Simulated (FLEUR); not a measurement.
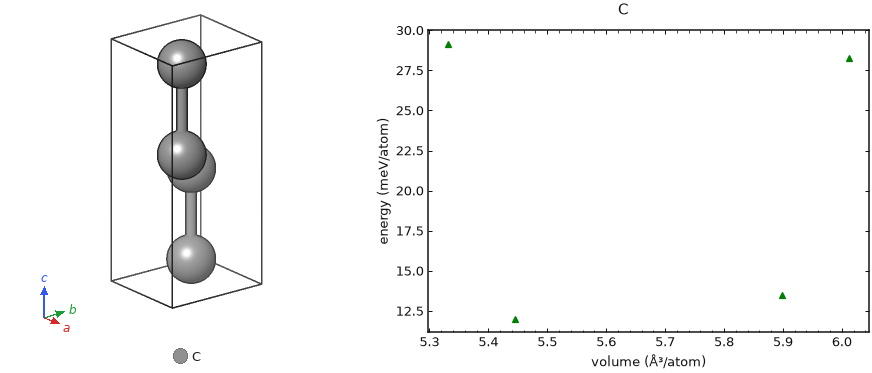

The plot gives the computed energy against volume for C, space group P6_3/mmc (No. 194). The conventional cell is drawn beside the plot.

The given structure:
```cif
data_structure
_symmetry_space_group_name_H-M 'P 1'
_symmetry_Int_Tables_number 1
_cell_length_a 2.5221
_cell_length_b 2.5221
_cell_length_c 4.1186
_cell_angle_alpha 90.000
_cell_angle_beta 90.000
_cell_angle_gamma 120.000
_cell_volume 22.69
loop_
_atom_site_label
_atom_site_type_symbol
_atom_site_fract_x
_atom_site_fract_y
_atom_site_fract_z
_atom_site_occupancy
C1 C 0.66667 0.33333 0.93750 1
C2 C 0.33333 0.66667 0.43750 1
C3 C 0.66667 0.33333 0.56250 1
C4 C 0.33333 0.66667 0.06250 1
```

Calculation (FLEUR MaX-R8.1 (later development tree)): all-electron LAPW DFT, no spin polarisation; energies at scaled volumes of the given cell, shape and fractions fixed, counted from the fit's minimum, third-order Birch-Murnaghan fit. Level: r2SCAN.

- k mesh: 12×12×7
- occupations: Fermi–Dirac
- smearing width: 0.05 eV
- potentials: all electron
- program settings: basis FLAPW, kmax 5.5 1/bohr

The point at volume 5.6721 Å³/atom is left out of the plot. What does the calculation give there?

```csv
volume (Å³/atom),energy (meV/atom)
5.6721,0.04
```

Caveats: shape and atomic fractions are frozen while scaling, which makes layered, chain and framework solids too stiff.
